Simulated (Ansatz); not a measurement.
Geometry relaxation of FeO (part 1 of 2)

- system: FeO (Fm-3m, 2 atoms in the cell)
- method: DFT PBEsol, scalar-relativistic, plane waves, PAW, spin-polarised (Ansatz 0.2.0)

The structure derives from an entry of the Crystallography Open Database. Figures and captions count atoms from 1; the log counts them from 0 in places.

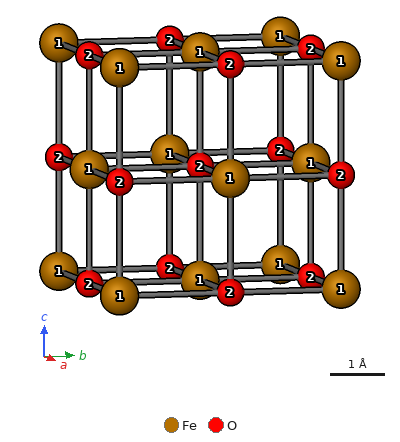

The starting structure (ball-and-stick view of the cell 4 times as large as that of the calculation, set on its symmetry axes, seen slightly off an axis; atoms are numbered from 1 in the order of the input). An atom can appear more than once, as a periodic image.

Summary

- outcome: converged
- space group (tolerance 0.01 Å): Fm-3m (225)
- electrons treated: 22
- free energy: −5008.8416 eV
- Fermi energy: 15.378 eV
- gap on the k-point mesh: none (metallic)
- net moment of the cell: 4.00 μB
- integrated absolute moment: 4.01 μB
- pressure: 0.01 GPa
- final volume: 19.14 Å³
- largest force (length of the vector) at the end: under 0.001 eV/Å
- final cell: a = 3.002 Å, b = 3.002 Å, c = 3.002 Å, α = 60.00°, β = 60.00°, γ = 60.00°
- hardware: 1 thread of Intel Xeon @ 2.50GHz (Skylake/Cascade Lake), 16 GiB of memory available, shared host
- wall time: 8.9 s
- peak memory: 0.33 GiB

Input
```yaml
crystal:
  lattice:
    - [0.0, 2.1554, 2.1554]
    - [2.1554, 0.0, 2.1554]
    - [2.1554, 2.1554, 0.0]
  atoms:
    - { symbol: Fe, position: [0.0, 0.0, 0.0], spin: 3.79 }
    - { symbol: O, position: [0.5, 0.5, 0.5], spin: 0.36 }
basis:
  ecutwfc: 420
kpoints:
  mp_grid: { grid: [8, 8, 8] }
hamiltonian:
  xc: pbesol
scf:
  occupations: { method: gaussian, width: 0.1 }
output:
  forces: true
  stress: true
  eigenvalues: true
  populations: true
magnetization:
  spin_polarized: true
relax:
  adjacent_minimum: "off"
  f_tol: 0.05
  max_steps: 80
  cell: { stress_tol: 0.5 }
```

Run as:
```bash
ansatz run input.yaml --threads 1 --pin off --max-ram 2560MiB --backend cpu --events-out ev --progress --plain --runs-dir out
```

Output
```
Engine: ansatz 0.2.0, x86_64-unknown-linux-gnu
Pseudopotentials: kind: paw
Pseudopotential: Fe, paw, valence charge 16, recommended cutoff 420 eV (normal), Fe.paw.azcp
Pseudopotential: O, paw, valence charge 6, recommended cutoff 420 eV (normal), O.paw.azcp
Functional definition: PBEsol
  exchange = pbesol_x
  correlation = pbesol_c
Crystal: 2 atoms, lattice volume = 20.027 Å³
Basis set: ecut = 420 eV, 387 PW (Γ), exchange–correlation on 48×48×48 points (8 copies of the dense FFT grid, shifted against one another)
Bands: 18, of which v1, the nominal top of the filled ones, is band 11 counted from 1 (10 counted from 0)
Symmetry: 48 space group operations
Space group: Fm-3m (ITA 225), of the structure as read, at distance tolerance 2.7e-5 Å
Magnetic group: BNS 225.116 (UNI 1618), of the structure as read, at distance tolerance 2.7e-5 Å
k-points: 29 of 512
Non-local potential: Fe, projectors of the file, l = 0: 3, l = 1: 2, l = 2: 3, l = 3: 1
Non-local potential: O, projectors of the file, l = 0: 2, l = 1: 2, l = 2: 1
PAW form: soft (Blöchl's): semilocal exchange-correlation on the pseudo side does not see the compensation charge
PAW frozen core: Fe, regenerated for the run's functional, and the local potential with it (the file was generated under x = pbe(κ = 0.804, μ = 0.2195149727645171), c = pbe(β = 0.06672455060314922))
PAW frozen core: O, regenerated for the run's functional, and the local potential with it (the file was generated under x = pbe(κ = 0.804, μ = 0.2195149727645171), c = pbe(β = 0.06672455060314922))
PAW one-centre angular grid: Fe, 590 points (default); XC on 64 Gauss nodes
PAW one-centre angular grid: O, 110 points (default); XC on 64 Gauss nodes
Initial density: superposition of atomic densities (chi_scale 0.1, normalization cell, long waves kept (reshape's long-wave potential 0.00 eV rms))
Starting moments: Σ|m| = 4.15 μB on 2 of 2 sites
Initial wavefunctions: pseudopotential atomic-orbital guess
Functional: x = pbesol(κ = 0.804, μ = 0.12345679012345678), c = pbesol(β = 0.046)
SCF iter   1: F=—  HF=-5008.257853 eV  |F-HF|=—  |Δ(HF+E_count)|=         —  Δρ=9.46e-2 (↑9.46e-2 ↓8.35e-2)  dr2=5.13e0  dr2_m=8.14e-2  M=3.829 μB ∫|m|=3.830 μB  β_m=0.30  ethr=3.10e-3  ⟨swp⟩=4.0  Hψ=4186  notcnv=0
Mixer restart at iter 1: flushing history
preconditioner: auto → none  [metal: Δε(μ)=0.031 eV  Ē_g=14.706 eV  σ=0.100 eV  W_gap=0.17  n_scr=8 (ndim 8)  ℏωp=31.0 eV  f_vac=0.000  D(μ)=2.79/eV (n_scr^D=50)  sad-step TF]
SCF iter   2: F=—  HF=-5007.831022 eV  |F-HF|=—  |Δ(HF+E_count)|=   4.27e-1  Δρ=4.28e-2 (↑4.28e-2 ↓3.91e-2)  dr2=1.13e0  dr2_m=4.33e-2  M=3.887 μB ∫|m|=3.888 μB  β_m=0.40  ethr=3.10e-3  ⟨swp⟩=3.0  Hψ=2399  notcnv=0  defer=78
SCF iter   3: F=—  HF=-5008.193235 eV  |F-HF|=—  |Δ(HF+E_count)|=   3.62e-1  Δρ=1.94e-2 (↑1.75e-2 ↓1.94e-2)  dr2=6.71e-2  dr2_m=2.69e-2  M=3.984 μB ∫|m|=3.987 μB  β_m=0.57  ethr=3.10e-3  ⟨swp⟩=2.3  Hψ=1890  notcnv=0  defer=77
SCF iter   4: F=—  HF=-5008.687980 eV  |F-HF|=—  |Δ(HF+E_count)|=         —  Δρ=1.60e-2 (↑5.14e-3 ↓1.60e-2)  dr2=4.05e-2  dr2_m=1.07e-2  M=4.004 μB ∫|m|=4.010 μB  β_m=0.57  ethr=3.05e-4  ⟨swp⟩=2.0  Hψ=2177  notcnv=0  defer=77
Mixer restart at iter 4: flushing history
SCF iter   5: F=—  HF=-5008.790466 eV  |F-HF|=—  |Δ(HF+E_count)|=   1.02e-1  Δρ=1.00e-2 (↑1.00e-2 ↓3.23e-3)  dr2=1.35e-2  dr2_m=5.25e-3  M=4.004 μB ∫|m|=4.011 μB  β_m=0.56  ethr=1.84e-4  ⟨swp⟩=2.0  Hψ=1949  notcnv=0  defer=77
SCF iter   6: F=—  HF=-5008.802855 eV  |F-HF|=—  |Δ(HF+E_count)|=   1.24e-2  Δρ=6.38e-3 (↑1.95e-3 ↓6.38e-3)  dr2=9.57e-3  dr2_m=1.41e-3  M=4.004 μB ∫|m|=4.012 μB  β_m=0.61  ethr=6.12e-5  ⟨swp⟩=2.3  Hψ=2372  notcnv=0  defer=78
SCF iter   7: F=—  HF=-5008.817026 eV  |F-HF|=—  |Δ(HF+E_count)|=   1.42e-2  Δρ=1.18e-3 (↑1.18e-3 ↓8.41e-4)  dr2=4.61e-4  dr2_m=6.09e-6  M=4.004 μB ∫|m|=4.013 μB  β_m=0.54  ethr=4.35e-5  ⟨swp⟩=2.0  Hψ=1778  notcnv=0  defer=78
SCF iter   8: F=—  HF=-5008.817072 eV  |F-HF|=—  |Δ(HF+E_count)|=   4.66e-5  Δρ=3.77e-4 (↑3.77e-4 ↓1.87e-4)  dr2=2.41e-5  dr2_m=2.18e-6  M=4.004 μB ∫|m|=4.013 μB  β_m=0.67  ethr=2.09e-6  ⟨swp⟩=2.1  Hψ=1728  notcnv=0  defer=78
SCF iter   9: F=—  HF=-5008.817110 eV  |F-HF|=—  |Δ(HF+E_count)|=   3.82e-5  Δρ=9.17e-5 (↑9.17e-5 ↓3.81e-5)  dr2=1.92e-6  dr2_m=1.49e-7  M=4.004 μB ∫|m|=4.013 μB  β_m=0.84  ethr=1.09e-7  ⟨swp⟩=2.0  Hψ=1456  notcnv=0  defer=78
SCF iter  10: F=—  HF=-5008.817112 eV  |F-HF|=—  |Δ(HF+E_count)|=   1.23e-6  Δρ=7.38e-6 (↑7.38e-6 ↓5.08e-6)  dr2=2.73e-8  dr2_m=6.38e-10  M=4.004 μB ∫|m|=4.013 μB  β_m=0.92  ethr=8.73e-9  ⟨swp⟩=2.3  Hψ=1411  notcnv=0  defer=78
SCF iter  11: F=-5008.817112 eV  HF=-5008.817112 eV  |F-HF|=1.41e-9  |Δ(HF+E_count)|=   1.70e-8  Δρ=1.48e-6 (↑1.43e-6 ↓1.48e-6)  dr2=1.64e-9  dr2_m=1.35e-11  M=4.004 μB ∫|m|=4.013 μB  ethr=1.24e-10  ⟨swp⟩=6.8  Hψ=4212  notcnv=0
SCF 1 converged in 11 iterations: F = -5008.817112 eV  dr2 = 1.64e-9
  greatest PAW one-centre occupation: 1.005 electrons in one spin orbital (limit 2), on the Fe atom at site 0 (counted from 0), in its partial waves of l = 1
relax step   1: F+E_penalty+E_count = -5008.81711171 eV  Δ(F+E_penalty+E_count) = +0.000e0 eV  max|allowed force component| = 5.443e-29 eV/Å  Δτ_max = 0.0000 Å  P = -8.474 GPa  Ω = 20.027 Å³  (11 SCF iters, dr2 threshold 1.00e-7 eV, accepted)
Crystal: 2 atoms, lattice volume = 19.466 Å³
Basis set: ecut = 420 eV, 339 PW (Γ), exchange–correlation on 48×48×48 points (8 copies of the dense FFT grid, shifted against one another)
Initial density: handed on by an earlier stage of this run
Starting moments: Σ|m| = 4.15 μB on 2 of 2 sites; this step starts from the density that it was given
Initial wavefunctions: those handed on with the density
iter 1 solved again at ethr=1.01e-6 eV; its pass at ethr=3.10e-3 eV (dr2=2.22e-4 eV) is discarded
SCF iter   1: F=—  HF=-5008.835878 eV  |F-HF|=—  |Δ(HF+E_count)|=         —  Δρ=1.76e-3 (↑9.22e-4 ↓1.76e-3)  dr2=2.25e-4  dr2_m=1.95e-4  M=4.003 μB ∫|m|=4.011 μB  β_m=0.65  ethr=1.01e-6  ⟨swp⟩=2.0  Hψ=5902  notcnv=0
preconditioner: auto → none  [metal: Δε(μ)=0.057 eV  Ē_g=15.289 eV  σ=0.100 eV  W_gap=0.30  n_scr=0 (ndim 8)  ℏωp=31.5 eV  f_vac=0.000  D(μ)=1.66/eV (n_scr^D=14)]
SCF iter   2: F=—  HF=-5008.838600 eV  |F-HF|=—  |Δ(HF+E_count)|=   2.72e-3  Δρ=1.05e-3 (↑1.05e-3 ↓6.21e-4)  dr2=3.71e-4  dr2_m=3.33e-5  M=4.002 μB ∫|m|=4.011 μB  β_m=0.42  ethr=1.01e-6  ⟨swp⟩=2.4  Hψ=1698  notcnv=0
SCF iter   3: F=—  HF=-5008.838926 eV  |F-HF|=—  |Δ(HF+E_count)|=   3.26e-4  Δρ=4.76e-4 (↑4.76e-4 ↓3.41e-4)  dr2=3.79e-5  dr2_m=1.80e-5  M=4.002 μB ∫|m|=4.011 μB  β_m=0.57  ethr=1.01e-6  ⟨swp⟩=2.4  Hψ=1635  notcnv=0
SCF iter   4: F=—  HF=-5008.839857 eV  |F-HF|=—  |Δ(HF+E_count)|=   9.31e-4  Δρ=4.55e-4 (↑2.25e-4 ↓4.55e-4)  dr2=3.67e-5  dr2_m=1.47e-5  M=4.001 μB ∫|m|=4.010 μB  β_m=0.78  ethr=1.72e-7  ⟨swp⟩=2.1  Hψ=1479  notcnv=0
SCF iter   5: F=—  HF=-5008.840085 eV  |F-HF|=—  |Δ(HF+E_count)|=   2.27e-4  Δρ=2.37e-4 (↑2.37e-4 ↓1.63e-4)  dr2=1.47e-5  dr2_m=2.41e-6  M=4.001 μB ∫|m|=4.010 μB  β_m=0.69  ethr=1.67e-7  ⟨swp⟩=2.2  Hψ=1523  notcnv=0
SCF iter   6: F=—  HF=-5008.840113 eV  |F-HF|=—  |Δ(HF+E_count)|=   2.84e-5  Δρ=3.83e-5 (↑3.83e-5 ↓2.96e-5)  dr2=5.25e-7  dr2_m=3.33e-8  M=4.001 μB ∫|m|=4.010 μB  β_m=0.80  ethr=6.67e-8  ⟨swp⟩=2.0  Hψ=1644  notcnv=0
SCF iter   7: F=—  HF=-5008.840113 eV  |F-HF|=—  |Δ(HF+E_count)|=   3.29e-7  Δρ=6.34e-6 (↑5.48e-6 ↓6.34e-6)  dr2=1.55e-8  dr2_m=2.77e-9  M=4.001 μB ∫|m|=4.010 μB  β_m=0.84  ethr=2.39e-9  ⟨swp⟩=2.4  Hψ=1522  notcnv=0
SCF iter   8: F=-5008.840113 eV  HF=-5008.840113 eV  |F-HF|=1.73e-11  |Δ(HF+E_count)|=   1.76e-8  Δρ=6.32e-7 (↑6.32e-7 ↓3.33e-7)  dr2=6.92e-11  dr2_m=2.34e-11  M=4.001 μB ∫|m|=4.010 μB  ethr=7.07e-11  ⟨swp⟩=1.4  Hψ=2784  notcnv=0
SCF 2 converged in 8 iterations: F = -5008.840113 eV  dr2 = 6.92e-11
relax step   2: F+E_penalty+E_count = -5008.84011329 eV  Δ(F+E_penalty+E_count) = -2.300e-2 eV  max|allowed force component| = 6.574e-30 eV/Å  Δτ_max = 0.0000 Å  P = -3.213 GPa  Ω = 19.466 Å³  energy of the carried Pulay correction = +2.344e-3 eV  (8 SCF iters, dr2 threshold 2.00e-7 eV, accepted)
Crystal: 2 atoms, lattice volume = 19.139 Å³
iter 1 solved again at ethr=4.36e-7 eV; its pass at ethr=3.10e-3 eV (dr2=9.59e-5 eV) is discarded
SCF iter   1: F=—  HF=-5008.842918 eV  |F-HF|=—  |Δ(HF+E_count)|=         —  Δρ=1.10e-3 (↑5.54e-4 ↓1.10e-3)  dr2=9.59e-5  dr2_m=7.16e-5  M=4.001 μB ∫|m|=4.009 μB  β_m=0.65  ethr=4.36e-7  ⟨swp⟩=2.1  Hψ=5777  notcnv=0
preconditioner: auto → none  [metal: Δε(μ)=0.056 eV  Ē_g=15.465 eV  σ=0.100 eV  W_gap=0.29  n_scr=0 (ndim 8)  ℏωp=31.8 eV  f_vac=0.000  D(μ)=1.64/eV (n_scr^D=14)]
SCF iter   2: F=—  HF=-5008.844004 eV  |F-HF|=—  |Δ(HF+E_count)|=   1.09e-3  Δρ=6.85e-4 (↑6.85e-4 ↓4.14e-4)  dr2=1.55e-4  dr2_m=1.34e-5  M=4.000 μB ∫|m|=4.009 μB  β_m=0.41  ethr=4.36e-7  ⟨swp⟩=2.4  Hψ=1702  notcnv=0
SCF iter   3: F=—  HF=-5008.844092 eV  |F-HF|=—  |Δ(HF+E_count)|=   8.72e-5  Δρ=3.05e-4 (↑3.05e-4 ↓2.15e-4)  dr2=1.48e-5  dr2_m=7.58e-6  M=4.000 μB ∫|m|=4.009 μB  β_m=0.58  ethr=4.36e-7  ⟨swp⟩=2.7  Hψ=1642  notcnv=0
SCF iter   4: F=—  HF=-5008.844489 eV  |F-HF|=—  |Δ(HF+E_count)|=   3.97e-4  Δρ=2.87e-4 (↑1.48e-4 ↓2.87e-4)  dr2=1.38e-5  dr2_m=6.05e-6  M=4.000 μB ∫|m|=4.009 μB  β_m=0.79  ethr=6.73e-8  ⟨swp⟩=2.2  Hψ=1533  notcnv=0
SCF iter   5: F=—  HF=-5008.844572 eV  |F-HF|=—  |Δ(HF+E_count)|=   8.27e-5  Δρ=1.33e-4 (↑1.33e-4 ↓8.97e-5)  dr2=4.45e-6  dr2_m=7.15e-7  M=4.000 μB ∫|m|=4.009 μB  β_m=0.70  ethr=6.28e-8  ⟨swp⟩=2.2  Hψ=1530  notcnv=0
SCF iter   6: F=—  HF=-5008.844580 eV  |F-HF|=—  |Δ(HF+E_count)|=   8.30e-6  Δρ=2.84e-5 (↑2.84e-5 ↓1.54e-5)  dr2=2.50e-7  dr2_m=8.91e-9  M=4.000 μB ∫|m|=4.009 μB  β_m=0.77  ethr=2.02e-8  ⟨swp⟩=2.0  Hψ=1653  notcnv=0
SCF iter   7: F=—  HF=-5008.844580 eV  |F-HF|=—  |Δ(HF+E_count)|=   9.65e-8  Δρ=6.24e-6 (↑2.70e-6 ↓6.24e-6)  dr2=6.14e-9  dr2_m=2.91e-9  M=4.000 μB ∫|m|=4.009 μB  β_m=0.88  ethr=1.13e-9  ⟨swp⟩=2.4  Hψ=1545  notcnv=0
SCF iter   8: F=-5008.844580 eV  HF=-5008.844580 eV  |F-HF|=8.66e-10  |Δ(HF+E_count)|=   7.20e-9  Δρ=2.02e-6 (↑8.44e-7 ↓2.02e-6)  dr2=1.12e-9  dr2_m=1.40e-10  M=4.000 μB ∫|m|=4.009 μB  ethr=2.79e-11  ⟨swp⟩=1.2  Hψ=2752  notcnv=0
SCF 3 converged in 8 iterations: F = -5008.844580 eV  dr2 = 1.12e-9
relax step   3: F+E_penalty+E_count = -5008.84458002 eV  Δ(F+E_penalty+E_count) = -4.467e-3 eV  max|allowed force component| = 2.064e-29 eV/Å  Δτ_max = 0.0000 Å  P = +0.264 GPa  Ω = 19.139 Å³  energy of the carried Pulay correction = +3.742e-3 eV  (8 SCF iters, dr2 threshold 2.00e-7 eV, accepted)
Initial wavefunctions: pseudopotential atomic-orbital guess (no wavefunctions were taken with the density)
iter 1 solved again at ethr=5.37e-8 eV; its pass at ethr=3.10e-3 eV (dr2=1.18e-5 eV) is discarded
```
